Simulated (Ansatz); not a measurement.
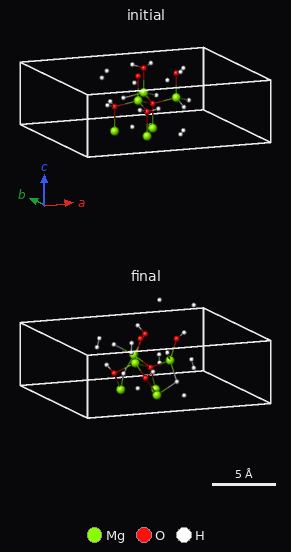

The structure of a wire of composition Mg3H8O3 before (top) and after (bottom) a relaxation, at one scale.

A ball-and-stick model of the cell of the calculation, with the vacuum cut short (origin shifted), seen slightly off an axis.

Case: wire along [0 0 1], 12 atoms a period, capped with H.

Level of theory: DFT PBE, scalar-relativistic, plane waves, PAW (Ansatz 0.2.0).

The input:
```yaml
crystal:
  lattice:
    - [16.8, 0.0, 0.0]
    - [0.0, 15.7, 0.0]
    - [0.0, 0.0, 5.1181270582]
  atoms:
    - { symbol: Mg, position: [0.4506683519, 0.3476141539, 0.0061832458] }
    - { symbol: Mg, position: [0.3520050558, 0.5304771692, 0.0061832458] }
    - { symbol: Mg, position: [0.5493316481, 0.5304771692, 0.0061832458] }
    - { symbol: Mg, position: [0.4506683519, 0.4695228308, 0.5061832458] }
    - { symbol: Mg, position: [0.6479949442, 0.4695228308, 0.5061832458] }
    - { symbol: Mg, position: [0.5493316481, 0.6523858461, 0.5061832458] }
    - { symbol: O, position: [0.4506683519, 0.3476141539, 0.3984167542] }
    - { symbol: O, position: [0.3520050558, 0.5304771692, 0.3984167542] }
    - { symbol: O, position: [0.5493316481, 0.5304771692, 0.3984167542] }
    - { symbol: O, position: [0.4506683519, 0.4695228308, 0.8984167542] }
    - { symbol: O, position: [0.6479949442, 0.4695228308, 0.8984167542] }
    - { symbol: O, position: [0.5493316481, 0.6523858461, 0.8984167542] }
    - { symbol: H, position: [0.3654709689, 0.2949790776, 0.9131251033] }
    - { symbol: H, position: [0.535865735, 0.2949790776, 0.9131251033] }
    - { symbol: H, position: [0.2668076728, 0.4778420929, 0.9131251033] }
    - { symbol: H, position: [0.3520050558, 0.6357473219, 0.9131251033] }
    - { symbol: H, position: [0.6479949442, 0.3642526781, 0.4131251033] }
    - { symbol: H, position: [0.7331923272, 0.5221579071, 0.4131251033] }
    - { symbol: H, position: [0.464134265, 0.7050209224, 0.4131251033] }
    - { symbol: H, position: [0.6345290311, 0.7050209224, 0.4131251033] }
    - { symbol: H, position: [0.4026209906, 0.317930419, 0.4508972183] }
    - { symbol: H, position: [0.4987157133, 0.317930419, 0.4508972183] }
    - { symbol: H, position: [0.3039576945, 0.5007934343, 0.4508972183] }
    - { symbol: H, position: [0.3520050558, 0.589844639, 0.4508972183] }
    - { symbol: H, position: [0.6479949442, 0.410155361, 0.9508972183] }
    - { symbol: H, position: [0.6960423055, 0.4992065657, 0.9508972183] }
    - { symbol: H, position: [0.5012842867, 0.682069581, 0.9508972183] }
    - { symbol: H, position: [0.5973790094, 0.682069581, 0.9508972183] }
basis:
  ecutwfc: 420
kpoints:
  mp_grid: { grid: [1, 1, 7] }
hamiltonian:
  xc: pbe
scf:
  occupations: { method: gaussian, width: 0.05 }
output:
  forces: true
  stress: true
  eigenvalues: true
  populations: true
  write_density: true
  write_potential: true
  elf: true
  volumetric_format: npy
relax:
  adjacent_minimum: "off"
  f_tol: 0.02
  max_steps: 45
  cell: { fix: [a, b, alpha, beta, gamma], stress_tol: 0.03 }
```

Launched with:
```bash
ansatz run input.yaml --threads 4 --pin off --max-ram 11264MiB --backend cpu --events-out ev --progress --plain --runs-dir out
```

Question: Summarise the run.

Answer: The energy falls by 9.387 eV per cell of the calculation in 31 accepted moves (35 points after the start). The largest force component goes from 1.4 to 0.011 eV/Å. The line search rejected the trial steps at points 9, 25, 29 of the run. At 1 point the geometry stayed and the basis and grid were re-selected for the new cell (energy shift of 6.5 meV per cell of the calculation at most each time). The largest moves relative to the centre of the atoms, 2.14 Å, are those of H21, H23, H26 and H28. Largest moves by element: H 2.14 Å, Mg 1.07 Å, O 0.47 Å. Along the periodic axis the drawn cell goes c 5.118 → 5.163 Å (+0.9 %). Among the contacts that change: O11–H26 0.970 → 3.210 Å, Mg1–H17 3.924 → 1.986 Å, H13–H21 2.473 → 0.753 Å, Mg1–H13 1.720 → 3.108 Å. New bonds form, among them: H13–H21 (2.47 → 0.75 Å), H15–H23 (2.47 → 0.75 Å), H18–H26 (2.47 → 0.75 Å), H20–H28 (2.47 → 0.75 Å). Bonds break, among them: Mg1–H13 (1.72 → 3.11 Å), Mg2–H15 (1.72 → 3.11 Å), Mg5–H18 (1.72 → 3.11 Å), Mg6–H20 (1.72 → 3.11 Å). Bond angles that change, for instance: O7–Mg1–H14 106.1° → 145.5°, Mg1–O10–Mg3 112.6° → 88.3°, Mg3–O10–Mg4 106.1° → 128.7°.
